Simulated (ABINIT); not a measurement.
**Effective mass calculation of SnTe (part 2 of 3)**

Continued. System: SnTe (2 atoms in the cell). Method: Kohn-Sham DFT of a periodic cell, PBE, spin-orbit coupling, JTH PAW PBE v2.0, no spin polarisation (ABINIT 10.8.3); cutoff 435.38 eV, 5×5×5 k-mesh, fixed occupations. The structure derives from an entry of the Crystallography Open Database.

Geometry of the input (Å; fractional positions):
```
0.0000  3.1509  3.1509
3.1509  0.0000  3.1509
3.1509  3.1509  0.0000
Te 0.5000  0.5000  0.5000
Sn 0.0000  0.0000  0.0000
```

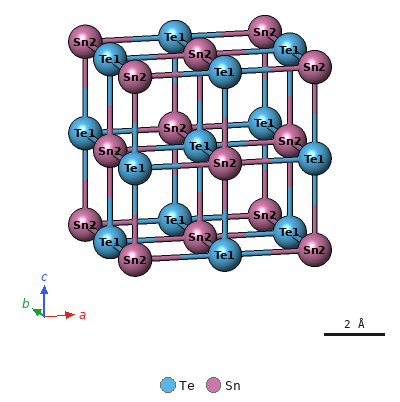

Fig. 1: The structure as given in the input (ball-and-stick view of the cell 4 times as large as that of the calculation, set on its symmetry axes, seen slightly off an axis; atoms are numbered from 1 in the order of the input).

The program's output, continued:
```
 getcut: wavevector=  0.0000  0.0000  0.0000  ngfft=  45  45  45
         ecut(hartree)=     32.000   => boxcut(ratio)=   2.05197
--------------------------------------------------------------------------------

================================================================================
 Non-SCF case, kpt    1 ( -0.20000  0.20000  0.00000), residuals and eigenvalues=
  9.92E-21  5.64E-21  8.25E-21  8.63E-21  4.49E-21  7.26E-21  9.05E-21  8.98E-21
  7.78E-21  5.23E-21  4.71E-21  3.14E-21  9.75E-21  3.78E-21  6.32E-21  6.50E-21
  3.68E-21  5.81E-21  6.76E-21  5.93E-21  8.89E-21  6.58E-21  7.45E-21  5.23E-21
  7.29E-12  8.86E-11
 -8.5530E-01 -8.5530E-01 -8.5523E-01 -8.5523E-01 -8.1739E-01 -8.1739E-01
 -8.1725E-01 -8.1725E-01 -8.1707E-01 -8.1707E-01 -4.6915E-01 -4.6915E-01
 -2.9011E-01 -2.9011E-01 -1.6079E-01 -1.6079E-01 -9.0352E-02 -9.0352E-02
 -3.9753E-02 -3.9753E-02 -1.1637E-02 -1.1637E-02  1.1472E-03  1.1472E-03
  1.0895E-01  1.0895E-01
 Non-SCF case, kpt    2 (  0.40000  0.00000  0.00000), residuals and eigenvalues=
  6.76E-21  6.10E-21  9.44E-21  6.51E-21  5.01E-21  7.23E-21  8.56E-21  7.78E-21
  5.18E-21  7.33E-21  7.63E-21  5.67E-21  6.77E-21  8.34E-21  5.75E-21  4.49E-21
  4.43E-21  4.84E-21  3.73E-21  6.30E-21  3.61E-21  8.17E-21  5.68E-21  8.06E-21
  5.76E-21  5.44E-21
 -8.5532E-01 -8.5532E-01 -8.5519E-01 -8.5519E-01 -8.1745E-01 -8.1745E-01
 -8.1717E-01 -8.1717E-01 -8.1704E-01 -8.1704E-01 -4.5915E-01 -4.5915E-01
 -3.2245E-01 -3.2245E-01 -1.0891E-01 -1.0891E-01 -8.7873E-02 -8.7873E-02
 -4.0894E-02 -4.0894E-02 -1.7829E-02 -1.7829E-02 -2.2158E-03 -2.2158E-03
 -7.4572E-04 -7.4572E-04

--- !ResultsGS
iteration_state: {dtset: 2, }
comment   : Summary of ground state results
lattice_vectors:
- [  0.0000000,   5.9542436,   5.9542436, ]
- [  5.9542436,   0.0000000,   5.9542436, ]
- [  5.9542436,   5.9542436,   0.0000000, ]
lattice_lengths: [   8.42057,    8.42057,    8.42057, ]
lattice_angles: [ 60.000,  60.000,  60.000, ] # degrees, (23, 13, 12)
lattice_volume:   4.2219179E+02
convergence: {deltae:  0.000E+00, res2:  0.000E+00, residm:  9.923E-21, diffor:  0.000E+00, }
etotal    :  -7.80603734E+01
entropy   :   0.00000000E+00
fermie    :  -3.97528514E-02
cartesian_stress_tensor: null
pressure_GPa: null
xred      :
- [  5.0000E-01,   5.0000E-01,   5.0000E-01, Te]
- [  0.0000E+00,   0.0000E+00,   0.0000E+00, Sn]
cartesian_forces: null
force_length_stats: {min: null, max: null, mean: null, }
...

 Integrated electronic density in atomic spheres:
 ------------------------------------------------
 Atom  Sphere_radius  Integrated_density
    1        2.31107          3.15057784
    2        2.51086         11.80683402

================================================================================

 ----iterations are completed or convergence reached----

 Mean square residual over all n,k,spin=   65.234E-22; max=  99.235E-22
 reduced coordinates (array xred) for    2 atoms
       0.500000000000      0.500000000000      0.500000000000
       0.000000000000      0.000000000000      0.000000000000

 cartesian coordinates (angstrom) at end:
    1      3.15085000000000     3.15085000000000     3.15085000000000
    2      0.00000000000000     0.00000000000000     0.00000000000000
 length scales=  1.889726125908  1.889726125908  1.889726125908 bohr
              =  1.000000000000  1.000000000000  1.000000000000 angstroms
 Eigenvalues (hartree) for nkpt=   2  k points:
 kpt#   1, nband= 26, wtk=  1.00000, kpt= -0.2000  0.2000  0.0000 (reduced coord)
  -0.85530   -0.85530   -0.85523   -0.85523   -0.81739   -0.81739   -0.81725   -0.81725
  -0.81707   -0.81707   -0.46915   -0.46915   -0.29011   -0.29011   -0.16079   -0.16079
  -0.09035   -0.09035   -0.03975   -0.03975   -0.01164   -0.01164    0.00115    0.00115
   0.10895    0.10895
 kpt#   2, nband= 26, wtk=  1.00000, kpt=  0.4000  0.0000  0.0000 (reduced coord)
  -0.85532   -0.85532   -0.85519   -0.85519   -0.81745   -0.81745   -0.81717   -0.81717
  -0.81704   -0.81704   -0.45915   -0.45915   -0.32245   -0.32245   -0.10891   -0.10891
  -0.08787   -0.08787   -0.04089   -0.04089   -0.01783   -0.01783   -0.00222   -0.00222
  -0.00075   -0.00075

================================================================================
== DATASET  3 ==================================================================

--- !DatasetInfo
iteration_state: {dtset: 3, }
dimensions: {natom: 2, nkpt: 2, mband: 26, nsppol: 1, nspinor: 2, nspden: 1, mpw: 1301, }
cutoff_energies: {ecut:  16.0, pawecutdg:  32.0, }
electrons: {nelect:   2.00000000E+01, charge:   0.00000000E+00, occopt:   1.00000000E+00, tsmear:   1.00000000E-02, }
meta: {optdriver: 1, rfelfd: 2, }
...

 mkfilename : getwfk/=0, take file _WFK from output of DATASET   2.

 mkfilename : getden/=0, take file _DEN from output of DATASET   1.

 Exchange-correlation functional for the present dataset will be:
  GGA: Perdew-Burke-Ernzerhof functional - ixc=11
  J.P.Perdew, K.Burke, M.Ernzerhof, PRL 77, 3865 (1996)

 Real(R)+Recip(G) space primitive vectors, cartesian coordinates (Bohr,Bohr^-1):
 R(1)=  0.0000000  5.9542436  5.9542436  G(1)= -0.0839737  0.0839737  0.0839737
 R(2)=  5.9542436  0.0000000  5.9542436  G(2)=  0.0839737 -0.0839737  0.0839737
 R(3)=  5.9542436  5.9542436  0.0000000  G(3)=  0.0839737  0.0839737 -0.0839737
 Unit cell volume ucvol=  4.2219179E+02 bohr^3
 Angles (23,13,12)=  6.00000000E+01  6.00000000E+01  6.00000000E+01 degrees
 setup1 : take into account q-point for computing boxcut.

 Coarse grid specifications (used for wave-functions):

 getcut: wavevector=  0.0000  0.0000  0.0000  ngfft=  32  32  32
         ecut(hartree)=     16.000   => boxcut(ratio)=   2.11049

 Fine grid specifications (used for densities):

 getcut: wavevector=  0.0000  0.0000  0.0000  ngfft=  45  45  45
         ecut(hartree)=     32.000   => boxcut(ratio)=   2.05197
--------------------------------------------------------------------------------

 ==>  initialize data related to q vector <==

 The list of irreducible perturbations for this q vector is:
    1)    idir= 1    ipert=   3
    2)    idir= 2    ipert=   3
    3)    idir= 3    ipert=   3

================================================================================

--------------------------------------------------------------------------------
 Perturbation wavevector (in red.coord.)   0.000000  0.000000  0.000000
 Perturbation : derivative vs k along direction   1
 The set of symmetries contains only one element for this perturbation.
 symkpt : not enough symmetry to change the number of k points.

--------------------------------------------------------------------------------

--------------------------------------------------------------------------------

 Initialisation of the first-order wave-functions :
  ireadwf=   0

--- !BeginCycle
iteration_state: {dtset: 3, }
solver: {iscf: -3, nstep: 200, nline: 4, wfoptalg: 10, }
tolerances: {tolwfr: 1.00E-20, }
...

     iter   2DEtotal(Ha)        deltaE(Ha) residm    vres2
-ETOT  1  -28.083915333935     -2.808E+01 6.094E-02 0.000E+00
 ETOT  2  -28.099233351819     -1.532E-02 2.308E-04 0.000E+00
 ETOT  3  -28.099328153694     -9.480E-05 7.056E-07 0.000E+00
 ETOT  4  -28.099329694438     -1.541E-06 4.372E-08 0.000E+00
 ETOT  5  -28.099329728494     -3.406E-08 3.210E-10 0.000E+00
 ETOT  6  -28.099329729361     -8.662E-10 1.353E-11 0.000E+00
 ETOT  7  -28.099329729384     -2.347E-11 3.109E-13 0.000E+00
 ETOT  8  -28.099329729385     -9.450E-13 1.239E-14 0.000E+00
 ETOT  9  -28.099329729385     -1.776E-14 3.852E-16 0.000E+00
 ETOT 10  -28.099329729385     -1.066E-14 1.612E-17 0.000E+00
 ETOT 11  -28.099329729385     -3.553E-14 5.037E-19 0.000E+00
 ETOT 12  -28.099329729385      4.974E-14 2.180E-20 0.000E+00
 ETOT 13  -28.099329729385      0.000E+00 9.155E-21 0.000E+00

 At SCF step   13   max residual=  9.15E-21 < tolwfr=  1.00E-20 =>converged.
================================================================================

 ----iterations are completed or convergence reached----

 Mean square residual over all n,k,spin=   58.248E-22; max=  91.549E-22
 dfpt_looppert : ek2=    3.3406255597E+01
          f-sum rule ratio=    9.7939883807E-01
 Expectation of eigenvalue derivatives (hartree) for nkpt=   2  k points:
  (in case of degenerate eigenvalues, averaged derivative)
 kpt#   1, nband= 26, wtk=  0.50000, kpt= -0.2000  0.2000  0.0000 (reduced coord)
  -0.00003   -0.00003   -0.00019   -0.00019    0.00021    0.00021   -0.00012   -0.00012
  -0.00044   -0.00044   -0.12879   -0.12879    0.20976    0.20976    0.19590    0.19590
   0.06866    0.06866    0.15651    0.15651   -0.05011   -0.05011   -0.01351   -0.01351
  -0.12088   -0.12088
 prteigrs : prtvol=0 or 1, do not print more k-points.

 2DEtotal=   -0.2809932973E+02 Ha. Also 2DEtotal=   -0.764621714519E+03 eV
    (  non-var. 2DEtotal :   -2.8099330790E+01 Ha)

--------------------------------------------------------------------------------
 Perturbation wavevector (in red.coord.)   0.000000  0.000000  0.000000
 Perturbation : derivative vs k along direction   2
 The set of symmetries contains only one element for this perturbation.
 symkpt : not enough symmetry to change the number of k points.

--------------------------------------------------------------------------------

--------------------------------------------------------------------------------

 Initialisation of the first-order wave-functions :
  ireadwf=   0

--- !BeginCycle
iteration_state: {dtset: 3, }
solver: {iscf: -3, nstep: 200, nline: 4, wfoptalg: 10, }
tolerances: {tolwfr: 1.00E-20, }
...

     iter   2DEtotal(Ha)        deltaE(Ha) residm    vres2
-ETOT  1  -35.051701292123     -3.505E+01 6.094E-02 0.000E+00
 ETOT  2  -35.068583412878     -1.688E-02 2.308E-04 0.000E+00
 ETOT  3  -35.068680061270     -9.665E-05 7.056E-07 0.000E+00
 ETOT  4  -35.068681609569     -1.548E-06 4.372E-08 0.000E+00
 ETOT  5  -35.068681644308     -3.474E-08 3.210E-10 0.000E+00
 ETOT  6  -35.068681645196     -8.875E-10 1.353E-11 0.000E+00
 ETOT  7  -35.068681645221     -2.496E-11 3.642E-13 0.000E+00
 ETOT  8  -35.068681645221     -8.740E-13 1.451E-14 0.000E+00
 ETOT  9  -35.068681645221      1.421E-14 5.774E-16 0.000E+00
 ETOT 10  -35.068681645221     -7.105E-15 2.272E-17 0.000E+00
 ETOT 11  -35.068681645221     -7.105E-15 9.226E-19 0.000E+00
 ETOT 12  -35.068681645221      7.105E-15 3.592E-20 0.000E+00
 ETOT 13  -35.068681645221      7.105E-15 9.208E-21 0.000E+00

 At SCF step   13   max residual=  9.21E-21 < tolwfr=  1.00E-20 =>converged.
================================================================================

 ----iterations are completed or convergence reached----

 Mean square residual over all n,k,spin=   59.954E-22; max=  92.082E-22
 dfpt_looppert : ek2=    3.3406255597E+01
          f-sum rule ratio=    1.3669658781E+00
 Expectation of eigenvalue derivatives (hartree) for nkpt=   2  k points:
  (in case of degenerate eigenvalues, averaged derivative)
 kpt#   1, nband= 26, wtk=  0.50000, kpt= -0.2000  0.2000  0.0000 (reduced coord)
   0.00003    0.00003    0.00019    0.00019   -0.00021   -0.00021    0.00012    0.00012
   0.00044    0.00044    0.12879    0.12879   -0.20976   -0.20976   -0.19590   -0.19590
  -0.06866   -0.06866   -0.15651   -0.15651    0.05011    0.05011    0.01351    0.01351
   0.12088    0.12088
 prteigrs : prtvol=0 or 1, do not print more k-points.

 2DEtotal=   -0.3506868165E+02 Ha. Also 2DEtotal=   -0.954267441385E+03 eV
    (  non-var. 2DEtotal :   -3.5068681579E+01 Ha)

--------------------------------------------------------------------------------
 Perturbation wavevector (in red.coord.)   0.000000  0.000000  0.000000
 Perturbation : derivative vs k along direction   3
 The set of symmetries contains only one element for this perturbation.
 symkpt : not enough symmetry to change the number of k points.

--------------------------------------------------------------------------------

--------------------------------------------------------------------------------

 Initialisation of the first-order wave-functions :
  ireadwf=   0

--- !BeginCycle
iteration_state: {dtset: 3, }
solver: {iscf: -3, nstep: 200, nline: 4, wfoptalg: 10, }
tolerances: {tolwfr: 1.00E-20, }
...

     iter   2DEtotal(Ha)        deltaE(Ha) residm    vres2
-ETOT  1  -48.156092207729     -4.816E+01 6.038E-02 0.000E+00
 ETOT  2  -48.172270860614     -1.618E-02 1.296E-04 0.000E+00
 ETOT  3  -48.172344280672     -7.342E-05 6.287E-07 0.000E+00
 ETOT  4  -48.172345249797     -9.691E-07 1.607E-08 0.000E+00
 ETOT  5  -48.172345270036     -2.024E-08 3.072E-10 0.000E+00
 ETOT  6  -48.172345270540     -5.043E-10 1.001E-11 0.000E+00
 ETOT  7  -48.172345270555     -1.463E-11 3.642E-13 0.000E+00
 ETOT  8  -48.172345270555     -4.547E-13 1.451E-14 0.000E+00
 ETOT  9  -48.172345270555      0.000E+00 5.774E-16 0.000E+00
 ETOT 10  -48.172345270555     -2.842E-14 2.272E-17 0.000E+00
 ETOT 11  -48.172345270555      7.105E-15 9.226E-19 0.000E+00
 ETOT 12  -48.172345270555      2.842E-14 3.592E-20 0.000E+00
 ETOT 13  -48.172345270555      0.000E+00 9.919E-21 0.000E+00

 At SCF step   13   max residual=  9.92E-21 < tolwfr=  1.00E-20 =>converged.
================================================================================

 ----iterations are completed or convergence reached----

 Mean square residual over all n,k,spin=   62.312E-22; max=  99.188E-22
 dfpt_looppert : ek2=    3.3406255597E+01
          f-sum rule ratio=    2.0763891858E+00
 Expectation of eigenvalue derivatives (hartree) for nkpt=   2  k points:
  (in case of degenerate eigenvalues, averaged derivative)
 kpt#   1, nband= 26, wtk=  0.50000, kpt= -0.2000  0.2000  0.0000 (reduced coord)
  -0.00000   -0.00000    0.00000    0.00000   -0.00000   -0.00000    0.00000    0.00000
   0.00000    0.00000    0.00000    0.00000    0.00000    0.00000   -0.00000   -0.00000
  -0.00000   -0.00000   -0.00000   -0.00000    0.00000    0.00000   -0.00000   -0.00000
   0.00000    0.00000
 prteigrs : prtvol=0 or 1, do not print more k-points.

 2DEtotal=   -0.4817234527E+02 Ha. Also 2DEtotal=   -0.131083629353E+04 eV
    (  non-var. 2DEtotal :   -4.8172345699E+01 Ha)

 CALCULATION OF EFFECTIVE MASSES
 NOTE : Additional infos (eff. mass eigenvalues, eigenvectors and, if degenerate, average mass) are available in stdout.

--- !WARNING
message: |
    Effective masses calculations require given k-point(s) to be band extrema for given bands, but max abs gradient of band(s) was found to be greater than 1e-5. Abinit will continue anyway.
...

--- !WARNING
message: |
    Effective masses calculations require given k-point(s) to be band extrema for given bands, but max abs gradient of band(s) was found to be greater than 1e-5. Abinit will continue anyway.
...

--- !WARNING
message: |
    Effective masses calculations require given k-point(s) to be band extrema for given bands, but max abs gradient of band(s) was found to be greater than 1e-5. Abinit will continue anyway.
...

--- !WARNING
message: |
    Effective masses calculations require given k-point(s) to be band extrema for given bands, but max abs gradient of band(s) was found to be greater than 1e-5. Abinit will continue anyway.
...

 COMMENTS:
 - At k-point (-0.200, 0.200, 0.000), bands    19 through    20
   are DEGENERATE (effective mass tensor is therefore not defined).
   See Section IIIB Eqs. (67)-(70) and Appendix E of PRB 93 205147 (2016).
 - Angular average effective mass for Frohlich model is to be averaged over degenerate bands. See later.
 - Associated theta integrals calculated with ntheta=    100 points.

--- !WARNING
message: |

    Band(s)    19,    20,
    are not band extrema, but saddle points;
    the transport equivalent formalism breaks down in these conditions.
    The associated tensor(s) will therefore not be printed.
...

 K-point (-0.200, 0.200, 0.000) | band =    19
 Transport equivalent effective mass tensor:
     *** SADDLE POINT: TRANSPORT EQV. EFF. MASS NOT DEFINED (see WARNING above) ***
 Angular average effective mass 1/(<1/m>)=  -0.0942156162
 Angular average effective mass for Frohlich model (<m**0.5>)**2=  -0.2000653869
 Effective masses along directions: (cart. coord. / red. coord. -> eff. mass)
    1:   1.000000  0.000000  0.000000 /   0.000000  0.707107  0.707107 ->  -0.0620016820
    2:   0.000000  1.000000  0.000000 /   0.707107  0.000000  0.707107 ->  -0.0620016828
    3:   0.000000  0.000000  1.000000 /   0.707107  0.707107  0.000000 ->   2.4077001795
    4:   0.707107  0.707107  0.000000 /   0.408248  0.408248  0.816497 ->  -0.0407124823
    5:   0.577350  0.577350  0.577350 /   0.577350  0.577350  0.577350 ->  -0.0615894396
```
